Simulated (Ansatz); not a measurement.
## Bi4Se3: geometry relaxation (part 2 of 2)

Bi4Se3 (7 atoms in the cell); DFT PBEsol, scalar-relativistic, plane waves, PAW, no spin polarisation (Ansatz 0.2.0); cutoff 420 eV, 12×12×12 k-mesh, Gaussian smearing of 0.1 eV. The structure derives from an entry of the Crystallography Open Database.

Geometry of the input (Å; fractional positions):
```
2.1350  1.2326  13.3333
-2.1350  1.2326  13.3333
0.0000  -2.4653  13.3333
Bi 0.1445  0.1445  0.1445
Bi 0.8555  0.8555  0.8555
Bi 0.2870  0.2870  0.2870
Bi 0.7130  0.7130  0.7130
Se 0.4170  0.4170  0.4170
Se 0.5830  0.5830  0.5830
Se 0.0000  0.0000  0.0000
```

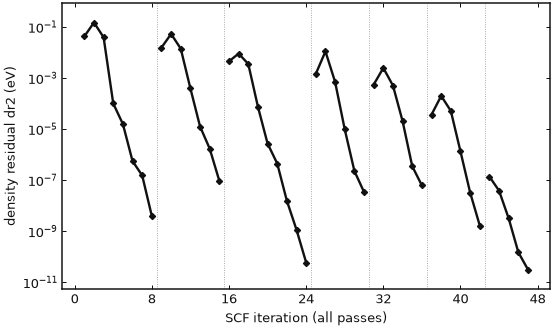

Fig. 1: Convergence of the self-consistent field: density residual dr2 against the SCF iteration. The dotted lines part the SCF passes of the relaxation: geometry steps, rejected trials and re-solves on a re-selected basis. The 7 passes take 5 to 9 iterations each, 47 in all.

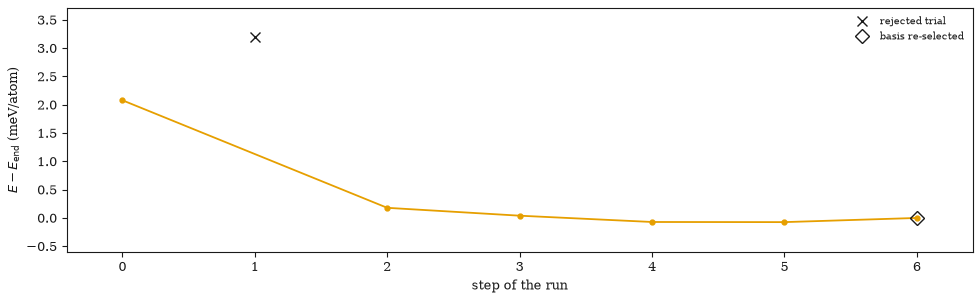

Fig. 2: Progress of the relaxation, step by step (the first geometry is step 0 here and step 1 in the log).

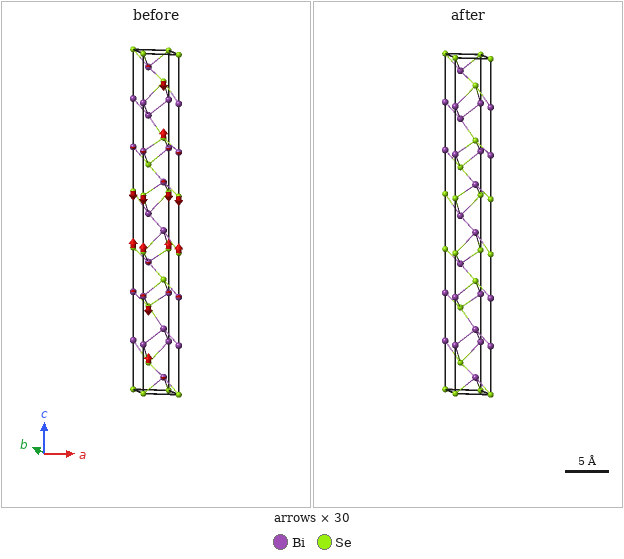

Fig. 3: Before (left) and after (right) the relaxation, at one scale (ball-and-stick view of the cell 3 times as large as that of the calculation, set on its symmetry axes, seen slightly off an axis). The red arrows give the displacements (without the part carried along by the change of the cell), magnified 30 times. The largest moves relative to the cell, 0.038 Å, are those of Se5 and Se6. By element the largest moves are Se 0.038 Å, Bi 0.009 Å. Cell: a = b 4.270 → 4.262 Å (−0.2 %), c 40.000 → 39.510 Å (−1.2 %). Volume −1.6 %. Distances before and after: Bi1–Se5 3.464 → 3.413 Å, Bi3–Se7 3.084 → 3.061 Å, Bi1–Bi2 3.037 → 3.020 Å, Bi3–Se6 2.882 → 2.893 Å. The space group stays R-3m (No. 166). After 5 geometry steps the energy has fallen by 2.2 meV per atom. The largest force component goes from 0.22 to 0.00037 eV/Å. Pressure: −0.56 GPa at the start and 0.00 GPa at the end. The line search rejected the trial step at point 1 (counted from 0) and went back. A last SCF at the same geometry on a re-selected plane-wave basis shifts the energy by +0.1 meV per atom. (Atoms are counted from 1 in the order of the input.)

```
basis re-selected at this cell: Δ(F+E_penalty+E_count) = +5.149e-4 eV, ΔP = +0.001 GPa vs the last step (what re-selecting the basis moved, of the pressure what is left beyond the Pulay correction that the steps carried, after the strain that the cell walked since its last selection, with what the two solves' SCF thresholds leave and, on support functions, any second-order correction that the steps lacked; it is no measure of the basis error at this ecutwfc). The dense FFT grid was sized anew with the basis: this SCF ran on 30×30×90 points, the steps before it on 30×30×96, so part of this shift can come from that change (see relax.cell in the input reference). This SCF's stress stands 4.39e-3 GPa from its target on what of the cell is left free (relax.cell.stress_tol is 5.00e-2 GPa) and its largest allowed force component is 3.68e-4 eV/Å (relax.f_tol is 5.00e-3 eV/Å): within both
SCF converged after 5 iterations
Free energy (F): -65242.511568 eV
Harris-Foulkes:  -65242.511568 eV  (|F-HF|=2.91e-11)
Internal energy: -65242.508648 eV  (E = F + TS)
E sigma→0 (E₀):  -65242.510108 eV
Entropy (-TS):   -0.002920 eV (-0.417 meV/atom)
Fermi energy:    9.770775 eV
--- Per-component energies (eV) ---
  E_band       = -1534.969849
  E_kinetic    = 1563.381080
  E_local      = -13652.318599  (includes V_loc(G=0)·N_el)
  E_nonlocal   = 472.981229
  E_hartree    = 5724.202644
  E_xc         = -912.074262
  E_vxc        = -871.798723  (∫ρ·V_xc dr)
  E_paw        = -47640.922627  (= ΣΔE_a)
  E_vpaw       = -495.616764  (= ΣTr[D̂ρ^β])
  E_aug_tail   = -0.003627  (compensation charges beyond the density's cutoff)
  E_ewald      = -10801.138845
  E_core_change = 3.384360  (= ΣΔE_core)
  E_smearing   = -0.002920  (= −TS)
  E_closure    = -0.000000  (closes the sum)
  Σ components = -65242.511568   (vs F -65242.511568, Δ=0.00e0)
--- Forces (eV/Å), atoms counted from 1 ---
  atom   1  Bi    -0.00000000    -0.00000000     0.00009829
  atom   2  Bi     0.00000000     0.00000000    -0.00009829
  atom   3  Bi     0.00000000     0.00000000    -0.00036817
  atom   4  Bi    -0.00000000    -0.00000000     0.00036817
  atom   5  Se     0.00000000    -0.00000000     0.00031417
  atom   6  Se    -0.00000000     0.00000000    -0.00031417
  atom   7  Se    -0.00000000     0.00000000     0.00000000
  max |Σ_I F_I| component: 2.31e-18 eV/Å
--- Stress (GPa, compression-positive) ---
        0.000050       0.000000       0.000000
        0.000000       0.000050      -0.000000
        0.000000      -0.000000       0.004387
  P = ⅓ Tr σ = 0.0015 GPa (0.015 kbar)
--- Band table (eV; the first three rows and the last of 189) ---
  k-point 0: bands = ["-38.2511", "-38.2511", "-38.2511", "-38.2511", "-38.2443", "-38.2443", "-38.2443", "-38.2443", "-38.2411", "-38.2411", "-38.1712", "-38.1699", "-38.1699", "-38.1597", "-38.1597", "-13.7282", "-13.7282", "-13.7251", "-13.7251", "-13.7121", "-13.7102", "-13.7081", "-13.7081", "-13.7029", "-13.7029", "-12.8088", "-12.8088", "-12.6704", "-12.6580", "-12.6580", "-12.4831", "-12.4735", "-12.4735", "-12.3660", "-12.3660", "-5.0850", "-4.5119", "-3.6160", "-2.5840", "-0.6874", "0.6589", "1.4391", "7.0313", "7.0313", "7.1454", "7.2442", "7.2448", "7.2448", "7.6145", "7.6145", "7.9586", "8.8857", "9.7040", "9.7040", "10.5741", "10.5741", "10.6409", "10.6638", "11.3552", "11.3552", "11.9627", "12.6826", "12.6826", "15.1229", "15.5909"]
  k-point 1: bands = ["-38.2511", "-38.2511", "-38.2511", "-38.2511", "-38.2443", "-38.2443", "-38.2443", "-38.2443", "-38.2411", "-38.2411", "-38.1711", "-38.1699", "-38.1699", "-38.1597", "-38.1597", "-13.7291", "-13.7270", "-13.7258", "-13.7239", "-13.7115", "-13.7099", "-13.7084", "-13.7083", "-13.7035", "-13.7028", "-12.8077", "-12.8030", "-12.6682", "-12.6573", "-12.6541", "-12.4844", "-12.4759", "-12.4740", "-12.3743", "-12.3664", "-5.0268", "-4.4602", "-3.5787", "-2.5300", "-0.6932", "0.5504", "1.3920", "6.5393", "6.6646", "6.8259", "7.0948", "7.1830", "7.4090", "7.6040", "7.6567", "8.0376", "9.3185", "9.4530", "9.6654", "10.1441", "10.1976", "10.5019", "11.4530", "11.6183", "11.7642", "12.1938", "12.5398", "12.7312", "14.8339", "15.0676"]
  k-point 2: bands = ["-38.2511", "-38.2511", "-38.2511", "-38.2511", "-38.2443", "-38.2443", "-38.2443", "-38.2443", "-38.2411", "-38.2411", "-38.1711", "-38.1699", "-38.1699", "-38.1597", "-38.1597", "-13.7317", "-13.7277", "-13.7237", "-13.7208", "-13.7117", "-13.7095", "-13.7085", "-13.7068", "-13.7044", "-13.7025", "-12.8050", "-12.7858", "-12.6674", "-12.6499", "-12.6428", "-12.4899", "-12.4829", "-12.4741", "-12.3979", "-12.3674", "-4.8546", "-4.3096", "-3.4778", "-2.3683", "-0.7315", "0.2496", "1.2474", "5.6626", "6.3262", "6.4616", "6.5579", "6.9519", "7.1022", "7.6927", "7.6987", "7.8901", "8.9672", "9.3820", "9.5848", "9.9140", "10.6929", "10.8168", "11.4294", "12.0246", "12.1525", "12.3679", "12.8725", "13.1746", "14.1439", "15.0671"]
  k-point 188: bands = ["-38.2511", "-38.2511", "-38.2511", "-38.2511", "-38.2443", "-38.2443", "-38.2443", "-38.2443", "-38.2411", "-38.2411", "-38.1711", "-38.1699", "-38.1699", "-38.1597", "-38.1597", "-13.7282", "-13.7282", "-13.7251", "-13.7251", "-13.7121", "-13.7102", "-13.7081", "-13.7081", "-13.7029", "-13.7029", "-12.8088", "-12.8088", "-12.6703", "-12.6580", "-12.6580", "-12.4831", "-12.4735", "-12.4735", "-12.3660", "-12.3660", "-5.0730", "-4.5569", "-3.5016", "-2.7255", "-0.4535", "0.3498", "1.5829", "6.9627", "7.0305", "7.0305", "7.2486", "7.2486", "7.4967", "7.6083", "7.6083", "7.8467", "9.0087", "9.8120", "9.8120", "10.0831", "10.3034", "10.3034", "11.4495", "11.6784", "11.6964", "11.6964", "12.4756", "12.4756", "15.1673", "15.4802"]
--- Relaxed structure (6 steps of the walk, 5 accepted, 1 SCFs on fresh bases) ---
  F+E_penalty+E_count = -65242.51156815 eV   max|allowed force component| = 3.682e-4 eV/Å   (the final SCF, on the basis selected at the relaxed cell)
  cell:  # Å, volume = 207.1362 Å³
    - [2.1307981696057627, 1.2302168967941849, 13.169847310145208]
    - [-2.1307981696057627, 1.2302168967941849, 13.169847310145208]
    - [1.7424067976859286e-34, -2.460433793637757, 13.169847310140595]
  atoms:
    - { symbol: Bi, position: [0.14450582804485534, 0.14450582804485534, 0.14450582804485534] }
    - { symbol: Bi, position: [0.8554941719551445, 0.8554941719551445, 0.8554941719551447] }
    - { symbol: Bi, position: [0.28722914308741415, 0.28722914308741415, 0.2872291430874141] }
    - { symbol: Bi, position: [0.7127708569125858, 0.7127708569125858, 0.7127708569125857] }
    - { symbol: Se, position: [0.41795895330013544, 0.41795895330013544, 0.4179589533001355] }
    - { symbol: Se, position: [0.5820410466998646, 0.5820410466998646, 0.5820410466998645] }
    - { symbol: Se, position: [-6.096652276361282e-32, -6.096652276373447e-32, 1.2188352160215293e-31] }
```

Trajectory as extended XYZ (Å, eV, eV/Å), 7 frames, from step=1 to step=7:
```
7
Lattice="2.1350 1.2326 13.3333 -2.1350 1.2326 13.3333 0.0000 -2.4653 13.3333" Properties=species:S:1:pos:R:3:forces:R:3 step=1 energy=-65242.49701 pressure_GPa=-0.56
Bi    0.0000    0.0000    5.7800    0.0000   0.0000   0.1487
Bi    0.0000    0.0000   34.2200    0.0000   0.0000  -0.1487
Bi    0.0000    0.0000   11.4800    0.0000   0.0000   0.2229
Bi    0.0000    0.0000   28.5200    0.0000   0.0000  -0.2229
Se    0.0000    0.0000   16.6800    0.0000   0.0000   0.1483
Se    0.0000    0.0000   23.3200    0.0000   0.0000  -0.1483
Se    0.0000    0.0000    0.0000    0.0000   0.0000   0.0000
7
Lattice="2.1218 1.2250 13.2420 -2.1218 1.2250 13.2420 0.0000 -2.4501 13.2420" Properties=species:S:1:pos:R:3:forces:R:3 step=2 energy=-65242.48920 pressure_GPa=0.46 accepted=F
Bi    0.0000    0.0000    5.7710    0.0000   0.0000  -0.3874
Bi    0.0000    0.0000   33.9550    0.0000   0.0000   0.3874
Bi    0.0000    0.0000   11.4455    0.0000   0.0000  -0.3048
Bi    0.0000    0.0000   28.2805    0.0000   0.0000   0.3048
Se    0.0000    0.0000   16.5997    0.0000   0.0000  -0.1461
Se    0.0000    0.0000   23.1263    0.0000   0.0000   0.1461
Se    0.0000    0.0000    0.0000    0.0000   0.0000   0.0000
7
Lattice="2.1292 1.2293 13.2612 -2.1292 1.2293 13.2612 0.0000 -2.4586 13.2612" Properties=species:S:1:pos:R:3:forces:R:3 step=3 energy=-65242.51031 pressure_GPa=-0.07
Bi    0.0000    0.0000    5.7569    0.0000   0.0000  -0.0379
Bi    0.0000    0.0000   34.0267    0.0000   0.0000   0.0379
Bi    0.0000    0.0000   11.4366    0.0000   0.0000   0.0029
Bi    0.0000    0.0000   28.3470    0.0000   0.0000  -0.0029
Se    0.0000    0.0000   16.6061    0.0000   0.0000   0.0335
Se    0.0000    0.0000   23.1774    0.0000   0.0000  -0.0335
Se    0.0000    0.0000    0.0000    0.0000   0.0000   0.0000
7
Lattice="2.1311 1.2304 13.2220 -2.1311 1.2304 13.2220 0.0000 -2.4608 13.2220" Properties=species:S:1:pos:R:3:forces:R:3 step=4 energy=-65242.51129 pressure_GPa=-0.11
Bi    0.0000    0.0000    5.7382    0.0000   0.0000  -0.0351
Bi    0.0000    0.0000   33.9279    0.0000   0.0000   0.0351
Bi    0.0000    0.0000   11.3982    0.0000   0.0000  -0.0071
Bi    0.0000    0.0000   28.2679    0.0000   0.0000   0.0071
Se    0.0000    0.0000   16.5683    0.0000   0.0000   0.0052
Se    0.0000    0.0000   23.0978    0.0000   0.0000  -0.0052
Se    0.0000    0.0000    0.0000    0.0000   0.0000   0.0000
7
Lattice="2.1304 1.2300 13.1572 -2.1304 1.2300 13.1572 0.0000 -2.4600 13.1572" Properties=species:S:1:pos:R:3:forces:R:3 step=5 energy=-65242.51207 pressure_GPa=0.06
Bi    0.0000    0.0000    5.7031    0.0000   0.0000  -0.0014
Bi    0.0000    0.0000   33.7684    0.0000   0.0000   0.0014
Bi    0.0000    0.0000   11.3369    0.0000   0.0000   0.0019
Bi    0.0000    0.0000   28.1346    0.0000   0.0000  -0.0019
Se    0.0000    0.0000   16.4985    0.0000   0.0000   0.0048
Se    0.0000    0.0000   22.9730    0.0000   0.0000  -0.0048
Se    0.0000    0.0000    0.0000    0.0000   0.0000   0.0000
7
Lattice="2.1308 1.2302 13.1698 -2.1308 1.2302 13.1698 0.0000 -2.4604 13.1698" Properties=species:S:1:pos:R:3:forces:R:3 step=6 energy=-65242.51208 pressure_GPa=0.00
Bi    0.0000    0.0000    5.7094    0.0000   0.0000   0.0001
Bi    0.0000    0.0000   33.8002    0.0000   0.0000  -0.0001
Bi    0.0000    0.0000   11.3483    0.0000   0.0000  -0.0004
Bi    0.0000    0.0000   28.1612    0.0000   0.0000   0.0004
Se    0.0000    0.0000   16.5134    0.0000   0.0000   0.0003
Se    0.0000    0.0000   22.9962    0.0000   0.0000  -0.0003
Se    0.0000    0.0000    0.0000    0.0000   0.0000   0.0000
7
Lattice="2.1308 1.2302 13.1698 -2.1308 1.2302 13.1698 0.0000 -2.4604 13.1698" Properties=species:S:1:pos:R:3:forces:R:3 step=7 energy=-65242.51157 pressure_GPa=0.00
Bi    0.0000    0.0000    5.7094    0.0000   0.0000   0.0001
Bi    0.0000    0.0000   33.8002    0.0000   0.0000  -0.0001
Bi    0.0000    0.0000   11.3483    0.0000   0.0000  -0.0004
Bi    0.0000    0.0000   28.1612    0.0000   0.0000   0.0004
Se    0.0000    0.0000   16.5134    0.0000   0.0000   0.0003
Se    0.0000    0.0000   22.9962    0.0000   0.0000  -0.0003
Se    0.0000    0.0000    0.0000    0.0000   0.0000   0.0000
```
